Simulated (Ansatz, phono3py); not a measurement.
# KBr (Fm-3m): lattice thermal conductivity

Aim: the lattice thermal conductivity of KBr against temperature, and which phonons carry it.

What experiment has found for this phase:
- thermal conductivity 3.4 W/m/K near room temperature (given in “Combining the AFLOW GIBBS and Elastic Libraries to efficiently and robustly screen thermo-mechanical properties of solids”, 2017, arXiv:1611.05714)
- thermal conductivity 3.4 W/m/K near room temperature (given in “Predicting the lattice thermal conductivity of solids by solving the Boltzmann transport equation: AFLOW - AAPL an automated, accurate and efficient framework”, 2017, arXiv:1611.05481)

Method: DFT LDA, scalar-relativistic, plane waves, PAW, in Ansatz 0.2.0.

### Step 1. Starting point

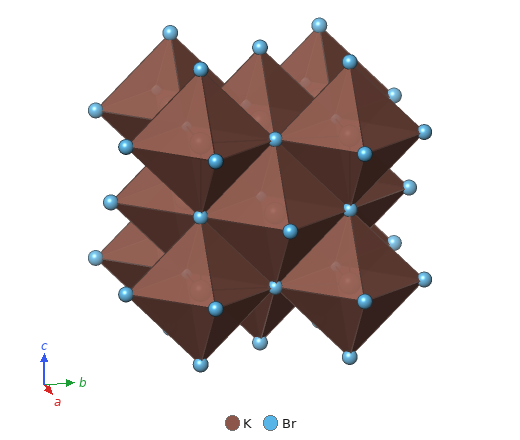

Start, viewed slightly off an axis; potassium brown, bromine blue. This picture shows the conventional cell, with its axes. Some periodic images of atoms are drawn too.

### Step 2. A first coarse run

A cheap single point shows whether the cell is a metal or an insulator and how far it is from rest; that sets the k-mesh and the occupations of what follows.

The input, input.yaml:

```yaml
crystal:
  lattice:
    - [0.0, 3.3, 3.3]
    - [3.3, 0.0, 3.3]
    - [3.3, 3.3, 0.0]
  atoms:
    - { symbol: K, position: [0.0, 0.0, 0.0] }
    - { symbol: Br, position: [0.5, 0.5, 0.5] }
kpoints:
  mp_grid: { grid: [6, 6, 6] }
hamiltonian:
  xc: lda
scf:
  occupations: { method: gaussian, width: 0.1 }
output:
  forces: true
  stress: true
  eigenvalues: true
```

On the command line:

```bash
$ ansatz run input.yaml --threads 4 --pin off --max-ram 16384MiB --backend cpu --events-out ev --progress --plain --runs-dir out
```

Numbers of over 12 decimals in the logs are rounded to 6 here.

What it wrote:

```text
Engine: ansatz 0.2.0, aarch64-unknown-linux-gnu
Pseudopotentials: kind: paw
Pseudopotential: K, paw, valence charge 9, recommended cutoff 420 eV (normal), K.paw.azcp
Pseudopotential: Br, paw, valence charge 7, recommended cutoff 420 eV (normal), Br.paw.azcp
Functional definition: SPW92
  exchange = slater_x
  correlation = pw_c
Crystal: 2 atoms, lattice volume = 71.874 Å³
Basis set: ecut = 420 eV, 1411 PW (Γ)
Bands: 12, of which v1, the nominal top of the filled ones, is band 8 counted from 1 (7 counted from 0)
Symmetry: 48 space group operations
Space group: Fm-3m (ITA 225), of the structure as read, at distance tolerance 4.2e-5 Å
k-points: 16 of 216
Non-local potential: K, projectors of the file, l = 0: 3, l = 1: 2, l = 2: 2
Non-local potential: Br, projectors of the file, l = 0: 2, l = 1: 2, l = 2: 2
PAW form: soft (Blöchl's): semilocal exchange-correlation on the pseudo side does not see the compensation charge
PAW frozen core: K, regenerated for the run's functional, and the local potential with it (the file was generated under x = pbe(κ = 0.804, μ = 0.219515), c = pbe(β = 0.066725))
PAW frozen core: Br, regenerated for the run's functional, and the local potential with it (the file was generated under x = pbe(κ = 0.804, μ = 0.219515), c = pbe(β = 0.066725))
PAW one-centre angular grid: K, 110 points (default); XC on 64 Gauss nodes
PAW one-centre angular grid: Br, 110 points (default); XC on 64 Gauss nodes
Initial density: superposition of atomic densities (neutral atoms: chi_scale 0, normalization atom), corrected by the library's trained network
Initial wavefunctions: pseudopotential atomic-orbital guess
Functional: x = slater, c = lda
SCF iter   1: F=—  HF=-4193.600113 eV  |F-HF|=—  |Δ(HF+E_count)|=         —  Δρ=4.66e-3  dr2=9.52e-3  ethr=1.77e-3  ⟨swp⟩=6.1  Hψ=1232  notcnv=0
preconditioner: auto → none  [insulator: Δε(μ)=3.992 eV  Ē_g=14.429 eV  σ=0.100 eV  W_gap=1.00  n_scr=14 (ndim 8)  ℏωp=16.4 eV  f_vac=0.056  D(μ)=0.00/eV (n_scr^D=0)  ε∞_Penn≈2.3]
SCF iter   2: F=—  HF=-4193.597278 eV  |F-HF|=—  |Δ(HF+E_count)|=   2.84e-3  Δρ=2.27e-3  dr2=1.78e-3  ethr=5.95e-5  ⟨swp⟩=1.9  Hψ=379  notcnv=0
SCF iter   3: F=—  HF=-4193.596833 eV  |F-HF|=—  |Δ(HF+E_count)|=   4.45e-4  Δρ=1.62e-4  dr2=1.24e-5  ethr=1.11e-5  ⟨swp⟩=1.0  Hψ=192  notcnv=0
SCF iter   4: F=—  HF=-4193.596835 eV  |F-HF|=—  |Δ(HF+E_count)|=   1.96e-6  Δρ=2.99e-5  dr2=4.67e-7  ethr=7.77e-8  ⟨swp⟩=2.0  Hψ=320  notcnv=0
iter 5 did not close the SCF: its close was put off for the readings that it lacked (scf_convergence_deferred on its scf_iter line)
SCF iter   5: F=-4193.596834 eV  HF=-4193.596834 eV  |F-HF|=1.13e-8  |Δ(HF+E_count)|=   1.77e-7  Δρ=1.44e-5  dr2=3.96e-8  ethr=2.92e-9  ⟨swp⟩=2.0  Hψ=292  notcnv=0
SCF iter   6: F=-4193.596834 eV  HF=-4193.596834 eV  |F-HF|=6.26e-9  |Δ(HF+E_count)|=   2.95e-9  Δρ=3.21e-6  dr2=8.44e-9  ethr=2.47e-10  ⟨swp⟩=3.7  Hψ=851  notcnv=0
SCF 1 converged in 6 iterations: F = -4193.596834 eV  dr2 = 8.44e-9
  greatest PAW one-centre occupation: 0.985 electrons in one spin orbital (limit 2), on the K atom at site 0 (counted from 0), in its partial waves of l = 0
SCF converged after 6 iterations
Free energy (F): -4193.596834 eV
Harris-Foulkes:  -4193.596834 eV  (|F-HF|=6.26e-9)
Internal energy: -4193.596834 eV  (E = F + TS)
E sigma→0 (E₀):  -4193.596834 eV
Fermi energy:    2.803775 eV
--- Per-component energies (eV) ---
  E_band       = -136.998587
  E_kinetic    = 387.767638
  E_local      = -841.624502  (includes V_loc(G=0)·N_el)
  E_nonlocal   = 87.034363
  E_hartree    = 270.620784
  E_xc         = -394.594866
  E_vxc        = -268.879608  (∫ρ·V_xc dr)
  E_paw        = -2903.278413  (= ΣΔE_a)
  E_vpaw       = -42.539569  (= ΣTr[D̂ρ^β])
  E_aug_tail   = -0.000004  (compensation charges beyond the density's cutoff)
  E_ewald      = -799.985846
  E_core_change = 0.464011  (= ΣΔE_core)
  E_smearing   = -0.000000  (= −TS)
  E_closure    = 0.000000  (closes the sum)
  Σ components = -4193.596834   (vs F -4193.596834, Δ=0.00e0)
--- Forces (eV/Å), atoms counted from 1 ---
  atom   1  K     -0.00000000     0.00000000     0.00000000
  atom   2  Br     0.00000000    -0.00000000    -0.00000000
  max |Σ_I F_I| component: 1.15e-30 eV/Å
--- Stress (GPa, compression-positive) ---
       -1.644176       0.000000      -0.000000
        0.000000      -1.644176       0.000000
       -0.000000       0.000000      -1.644176
  P = ⅓ Tr σ = -1.6442 GPa (-16.442 kbar)
--- Band table (eV; the first three rows and the last of 16) ---
  k-point 0: bands = [... 4 lower, -10.3458, 0.7872, 0.7872, 0.7872, 4.8176, 8.1438, 8.1438, 8.1438]
  k-point 1: bands = [... 4 lower, -10.2866, 0.3909, 0.6935, 0.6935, 5.4988, 7.9821, 8.4701, 8.4701]
  k-point 2: bands = [... 4 lower, -10.1768, -0.2120, 0.5184, 0.5184, 6.6294, 8.2109, 9.3400, 9.3400]
  k-point 15: bands = [... 4 lower, -10.2924, 0.0441, 0.2848, 0.3161, 7.0919, 8.3912, 8.7809, 9.7667]
```

Run time: 0.93 s. Hardware: 4 threads of Arm Neoverse V1, shared host; peak memory 0.29 GiB.

Numbers from this step:

```
pressure          : -1.644 GPa
gap on the k-mesh : 4.030 eV
volume per atom   : 35.94 Å³
```

The start is under -1.6 GPa at this level and looks like an insulator or semiconductor on this mesh.

### Step 3. Relaxation

The vibrations must be taken about the equilibrium of this functional, not about the starting cell, so the structure is relaxed.

input.yaml, the sections that differ from step 2:

```yaml
scf:
  occupations: { method: gaussian, width: 0.02 }
relax:
  adjacent_minimum: "off"
  f_tol: 0.005
  max_steps: 80
  cell: { stress_tol: 0.05 }
# crystal, kpoints, hamiltonian, output: as in step 2
```

What it wrote:

```text
[...]
Crystal: 2 atoms, lattice volume = 71.874 Å³
Basis set: ecut = 420 eV, 1411 PW (Γ)
Bands: 12, of which v1, the nominal top of the filled ones, is band 8 counted from 1 (7 counted from 0)
Symmetry: 48 space group operations
[...]
k-points: 16 of 216
[...]
SCF iter   1: F=—  HF=-4193.600107 eV  |F-HF|=—  |Δ(HF+E_count)|=         —  Δρ=4.66e-3  dr2=9.51e-3  ethr=1.77e-3  ⟨swp⟩=6.8  Hψ=1335  notcnv=0
[...]
SCF iter   6: F=-4193.596834 eV  HF=-4193.596834 eV  |F-HF|=6.56e-9  |Δ(HF+E_count)|=   2.85e-9  Δρ=3.18e-6  dr2=8.75e-9  ethr=2.44e-10  ⟨swp⟩=2.8  Hψ=666  notcnv=0
SCF 1 converged in 6 iterations: F = -4193.596834 eV  dr2 = 8.75e-9
[...]
relax step   1: F+E_penalty+E_count = -4193.59683445 eV  Δ(F+E_penalty+E_count) = +0.000e0 eV  max|allowed force component| = 5.785e-30 eV/Å  Δτ_max = 0.0000 Å  P = -1.644 GPa  Ω = 71.874 Å³  (6 SCF iters, dr2 threshold 1.00e-7 eV, accepted)
Crystal: 2 atoms, lattice volume = 68.326 Å³
Basis set: ecut = 420 eV, 1363 PW (Γ)
[...]
iter 1 solved again at ethr=9.46e-6 eV; its pass at ethr=3.10e-3 eV (dr2=1.51e-3 eV) is discarded
[...]
SCF iter   5: F=-4193.626539 eV  HF=-4193.626539 eV  |F-HF|=6.74e-9  |Δ(HF+E_count)|=   2.46e-8  Δρ=6.11e-6  dr2=1.44e-8  ethr=1.25e-9  ⟨swp⟩=6.2  Hψ=951  notcnv=0
SCF 2 converged in 5 iterations: F = -4193.626539 eV  dr2 = 1.44e-8
relax step   2: F+E_penalty+E_count = -4193.62653932 eV  Δ(F+E_penalty+E_count) = -2.970e-2 eV  max|allowed force component| = 5.752e-30 eV/Å  Δτ_max = 0.0000 Å  P = -0.972 GPa  Ω = 68.326 Å³  energy of the carried Pulay correction = +3.248e-4 eV  (5 SCF iters, dr2 threshold 2.00e-7 eV, accepted)
Crystal: 2 atoms, lattice volume = 63.781 Å³
Basis set: ecut = 420 eV, 1243 PW (Γ)
[...]
SCF iter   5: F=-4193.637892 eV  HF=-4193.637892 eV  |F-HF|=8.97e-9  |Δ(HF+E_count)|=   8.05e-8  Δρ=7.81e-6  dr2=2.01e-8  ethr=1.25e-9  ⟨swp⟩=6.5  Hψ=981  notcnv=0
SCF 3 converged in 5 iterations: F = -4193.637892 eV  dr2 = 2.01e-8
relax step   3: F+E_penalty+E_count = -4193.63789241 eV  Δ(F+E_penalty+E_count) = -1.135e-2 eV  max|allowed force component| = 4.585e-30 eV/Å  Δτ_max = 0.0000 Å  P = +0.291 GPa  Ω = 63.781 Å³  energy of the carried Pulay correction = +7.657e-4 eV  (5 SCF iters, dr2 threshold 2.00e-7 eV, accepted)
[...]
relax step   4: F+E_penalty+E_count = -4193.63858129 eV  Δ(F+E_penalty+E_count) = -6.889e-4 eV  max|allowed force component| = 2.643e-29 eV/Å  Δτ_max = 0.0000 Å  P = -0.032 GPa  Ω = 64.775 Å³  energy of the carried Pulay correction = +6.668e-4 eV  (4 SCF iters, dr2 threshold 2.00e-7 eV, accepted)
[...]
SCF iter   6: F=-4193.637932 eV  HF=-4193.637932 eV  |F-HF|=0.00e0  |Δ(HF+E_count)|=  7.28e-12  Δρ=5.02e-8  dr2=4.74e-13  ethr=1.00e-12  ⟨swp⟩=5.8  Hψ=767  notcnv=0
SCF 5 converged in 6 iterations: F = -4193.637932 eV  dr2 = 4.74e-13
relax step   5: F+E_penalty+E_count = -4193.63793232 eV  Δ(F+E_penalty+E_count) = +6.490e-4 eV  max|allowed force component| = 1.630e-29 eV/Å  Δτ_max = 0.0000 Å  P = -0.033 GPa  Ω = 64.775 Å³  stress off target by 3.34e-2 GPa  SCF on the basis re-selected at this cell (its energy is not comparable with the rows above)  (6 SCF iters)
basis re-selected at this cell: Δ(F+E_penalty+E_count) = +6.490e-4 eV, ΔP = -0.001 GPa vs the last step (what re-selecting the basis moved, of the pressure what is left beyond the Pulay correction that the steps carried, after the strain that the cell walked since its last selection, with what the two solves' SCF thresholds leave and, on support functions, any second-order correction that the steps lacked; it is no m [...]
SCF converged after 6 iterations
Free energy (F): -4193.637932 eV
[...]
Internal energy: -4193.637932 eV  (E = F + TS)
E sigma→0 (E₀):  -4193.637932 eV
Fermi energy:    3.700478 eV
[...]
--- Stress (GPa, compression-positive) ---
       -0.033350      -0.000000      -0.000000
       -0.000000      -0.033350      -0.000000
       -0.000000      -0.000000      -0.033350
  P = ⅓ Tr σ = -0.0334 GPa (-0.334 kbar)
--- Band table (eV; the first three rows and the last of 16) ---
  k-point 0: bands = [... 4 lower, -9.4063, 1.5424, 1.5424, 1.5424, 5.8585, 8.8947, 8.8947, 8.8947]
  k-point 1: bands = [... 4 lower, -9.3290, 1.0707, 1.4203, 1.4203, 6.6073, 8.7611, 9.2565, 9.2565]
  k-point 2: bands = [... 4 lower, -9.1847, 0.3593, 1.1956, 1.1956, 7.6836, 9.2220, 10.2247, 10.2247]
  k-point 15: bands = [... 4 lower, -9.3373, 0.6986, 0.9380, 1.0038, 7.8182, 9.5778, 9.7964, 10.9263]
--- Relaxed structure (4 steps of the walk, 4 accepted, 1 SCFs on fresh bases) ---
  F+E_penalty+E_count = -4193.63793232 eV   max|allowed force component| = 1.630e-29 eV/Å   (the final SCF, on the basis selected at the relaxed cell)
  cell:  # Å, volume = 64.7747 Å³
    - [0, 3.187561, 3.187561]
    - [3.187561, 0, 3.187561]
    - [3.187561, 3.187561, 0]
  atoms:
    - { symbol: K, position: [0, 0, 0] }
    - { symbol: Br, position: [0.500000, 0.500000, 0.500000] }
```

Run time: 1.8 s. Hardware: 4 threads; peak memory 0.31 GiB; 5.6 s of CPU time.

Step by step:

```
step  energy less that of the first step (eV)  largest force component (eV/Å)  pressure (GPa)  volume (Å³)
   1                                   0.0000                          0.0000           -1.64        71.87
   2                                  -0.0297                          0.0000           -0.97        68.33
   3                                  -0.0411                          0.0000            0.29        63.78
   4                                  -0.0417                          0.0000           -0.03        64.77
  5*                                  -0.0411                          0.0000           -0.03        64.77
```

Relaxation steps marked * repeat the geometry before them on a plane-wave basis chosen anew for their cell, so energy and pressure can jump there.

The run keeps the 48 symmetry operations that it works with, so distortions that break them were not tested.

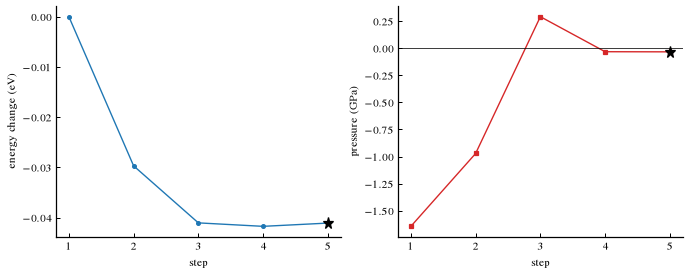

Energy and pressure along the relaxation. Stars mark steps on a basis chosen anew.

```
conventional cell, symmetrised  before  after  change
                         a (Å)   6.600  6.375  -3.4 %
                         b (Å)   6.600  6.375  -3.4 %
                         c (Å)   6.600  6.375  -3.4 %
              volume (Å³/atom)   35.94  32.39  -9.9 %
```

Final coordinates:

```
K Br
1.0
     0.00000    3.18756    3.18756
     3.18756    0.00000    3.18756
     3.18756    3.18756    0.00000
K Br
1 1
Direct
  0.00000 0.00000 0.00000
  0.50000 0.50000 0.50000
```

This step gave:

```
pressure          : -0.03335 GPa
gap on the k-mesh : 4.316 eV
volume per atom   : 32.39 Å³
```

The relaxation ends with a pressure of -0.03 GPa.

### Step 4. A second relaxation

The relaxation is run once more from where the first one ended, as the script does after a large change of volume or of the gap, with mesh and occupations reviewed.

input.yaml, the sections that differ from step 3:

```yaml
crystal:
  lattice:
    - [0.0, 3.1875607726, 3.1875607726]
    - [3.1875607726, 0.0, 3.1875607726]
    - [3.1875607726, 3.1875607726, 0.0]
  atoms:
    - { symbol: K, position: [0.0, 0.0, 0.0] }
    - { symbol: Br, position: [0.5, 0.5, 0.5] }
output:
  forces: true
  stress: true
  eigenvalues: true
  write_density: true
  write_potential: true
  elf: true
  volumetric_format: npy
# kpoints, hamiltonian, scf, relax: as in step 3
```

What it wrote:

```text
[...]
Crystal: 2 atoms, lattice volume = 64.775 Å³
Basis set: ecut = 420 eV, 1243 PW (Γ)
Bands: 12, of which v1, the nominal top of the filled ones, is band 8 counted from 1 (7 counted from 0)
Symmetry: 48 space group operations
[...]
k-points: 16 of 216
[...]
SCF iter   1: F=—  HF=-4193.641363 eV  |F-HF|=—  |Δ(HF+E_count)|=         —  Δρ=4.97e-3  dr2=9.57e-3  ethr=1.77e-3  ⟨swp⟩=6.9  Hψ=1348  notcnv=0
[...]
SCF iter   6: F=-4193.637932 eV  HF=-4193.637932 eV  |F-HF|=1.53e-8  |Δ(HF+E_count)|=   9.61e-9  Δρ=4.67e-6  dr2=1.83e-8  ethr=4.84e-10  ⟨swp⟩=6.4  Hψ=1173  notcnv=0
SCF 1 converged in 6 iterations: F = -4193.637932 eV  dr2 = 1.83e-8
[...]
relax step   1: F+E_penalty+E_count = -4193.63793232 eV  Δ(F+E_penalty+E_count) = +0.000e0 eV  max|allowed force component| = 4.142e-29 eV/Å  Δτ_max = 0.0000 Å  P = -0.033 GPa  Ω = 64.775 Å³  (6 SCF iters, dr2 threshold 1.00e-7 eV, accepted)
[...]
SCF iter   1: F=—  HF=-4193.637932 eV  |F-HF|=—  |Δ(HF+E_count)|=         —  Δρ=5.07e-6  dr2=1.78e-8  ethr=6.63e-7  ⟨swp⟩=3.1  Hψ=1889  notcnv=0
eigensolver tolerance schedule: the retry pair's looser diagonalisation over-reported the residual by 5973.80 of it (diagonalisation noise at an unbounded share of the residual, at the tolerance the schedule requests for it); recorded, not acted on — ethr = c·dr2/N_el stays at c = 1.0e-1
[...]
SCF iter   2: F=—  HF=-4193.637932 eV  |F-HF|=—  |Δ(HF+E_count)|=   1.12e-7  Δρ=8.45e-7  dr2=2.72e-10  ethr=1.11e-10  ⟨swp⟩=3.1  Hψ=414  notcnv=0
[...]
SCF iter   4: F=-4193.637932 eV  HF=-4193.637932 eV  |F-HF|=2.73e-12  |Δ(HF+E_count)|=  1.00e-11  Δρ=9.60e-8  dr2=2.84e-12  ethr=1.00e-12  ⟨swp⟩=5.8  Hψ=719  notcnv=0
SCF 2 converged in 4 iterations: F = -4193.637932 eV  dr2 = 2.84e-12
relax step   2: F+E_penalty+E_count = -4193.63793232 eV  Δ(F+E_penalty+E_count) = -8.218e-9 eV  max|allowed force component| = 4.155e-29 eV/Å  Δτ_max = 0.0000 Å  P = -0.033 GPa  Ω = 64.775 Å³  stress off target by 3.34e-2 GPa  SCF on the basis re-selected at this cell (its energy is not comparable with the rows above)  (4 SCF iters)
basis re-selected at this cell: Δ(F+E_penalty+E_count) = -8.218e-9 eV, ΔP = -0.000 GPa vs the last step (what re-selecting the basis moved, of the pressure what is left beyond the Pulay correction that the steps carried, after the strain that the cell walked since its last selection, with what the two solves' SCF thresholds leave and, on support functions, any second-order correction that the steps lacked; it is no m [...]
SCF converged after 4 iterations
Free energy (F): -4193.637932 eV
[...]
Internal energy: -4193.637932 eV  (E = F + TS)
E sigma→0 (E₀):  -4193.637932 eV
Fermi energy:    3.700478 eV
[...]
--- Stress (GPa, compression-positive) ---
       -0.033351       0.000000       0.000000
        0.000000      -0.033351       0.000000
        0.000000       0.000000      -0.033351
  P = ⅓ Tr σ = -0.0334 GPa (-0.334 kbar)
--- Band table (eV; the first three rows and the last of 16) ---
  k-point 0: bands = [... 4 lower, -9.4063, 1.5424, 1.5424, 1.5424, 5.8585, 8.8947, 8.8947, 8.8947]
  k-point 1: bands = [... 4 lower, -9.3290, 1.0707, 1.4203, 1.4203, 6.6073, 8.7611, 9.2565, 9.2565]
  k-point 2: bands = [... 4 lower, -9.1847, 0.3593, 1.1956, 1.1956, 7.6836, 9.2220, 10.2247, 10.2247]
  k-point 15: bands = [... 4 lower, -9.3373, 0.6986, 0.9380, 1.0038, 7.8182, 9.5778, 9.7964, 10.9263]
--- Relaxed structure (1 steps of the walk, 1 accepted, 1 SCFs on fresh bases) ---
[...]
cell:  # Å, volume = 64.7747 Å³
    - [0.0, 3.1875607726, 3.1875607726]
    - [3.1875607726, 0.0, 3.1875607726]
    - [3.1875607726, 3.1875607726, 0.0]
  atoms:
    - { symbol: K, position: [0.0, 0.0, 0.0] }
    - { symbol: Br, position: [0.500000, 0.500000, 0.500000] }
```

The job ended after 0.77 s (4 threads; peak memory 0.3 GiB; 2.3 s of CPU time).

Little changed from the start: no atom moved by 0.005 Å and no cell edge by 0.1 %.

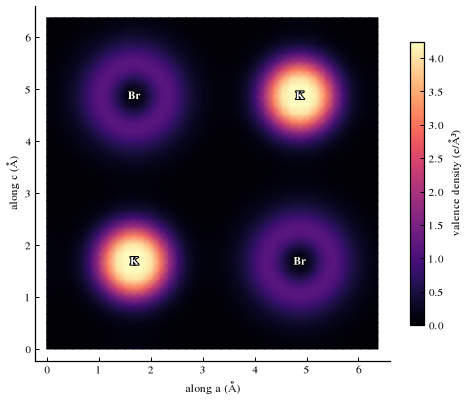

Valence density in the ac plane of the conventional cell at fractional y = 0.000, with atoms of K and Br within 0.2 Å of it. It is the smooth field of the valence electrons, not physical close to the nuclei. The map starts off the cell's origin, so that atoms lie inside it.

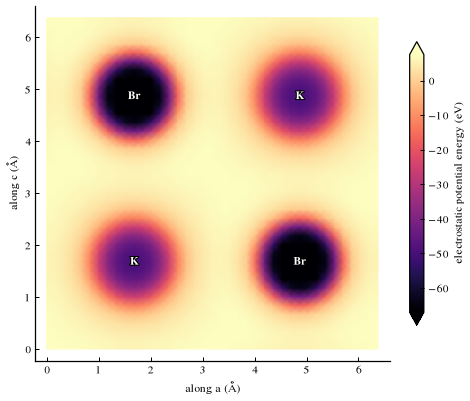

Electrostatic potential energy in the ac plane of the conventional cell at fractional y = 0.000, with atoms of K and Br within 0.2 Å of it. With pseudopotentials it is smooth inside the atoms' cores, unlike the true potential. The map starts off the cell's origin, so that atoms lie inside it.

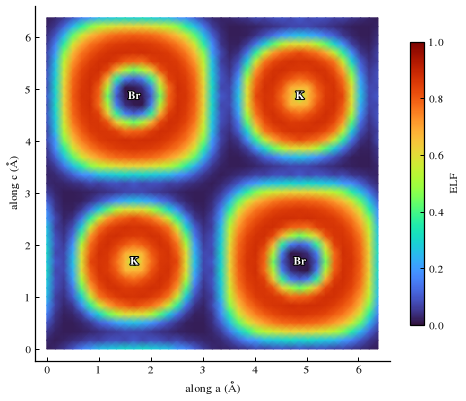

ELF in the ac plane of the conventional cell at fractional y = 0.000, with atoms of K and Br within 0.2 Å of it. It is the smooth field of the valence electrons, not physical close to the nuclei. The map starts off the cell's origin, so that atoms lie inside it.

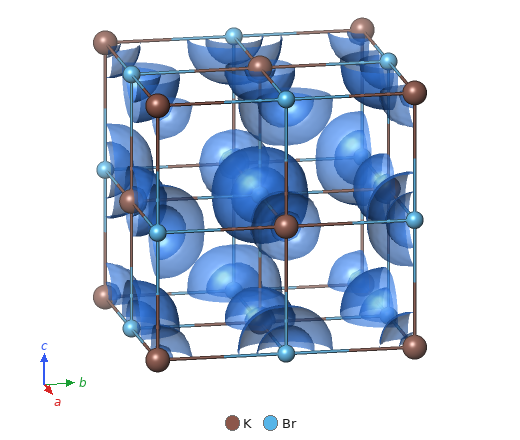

Surface of ELF = 0.8.

[end of part 1 of 3]

[Logs are printed without paths, hosts, clocks, repeated set-up lines and the standing remarks that a program may print on its own settings, such as how far it seeks lower states.]

[Hosts, paths, dates, database ids (printed as entryN), source tags and the programs' standing remarks are cut or masked in the printed files.]

[A step with changed settings may run another functional than the one named; its input shows which.]
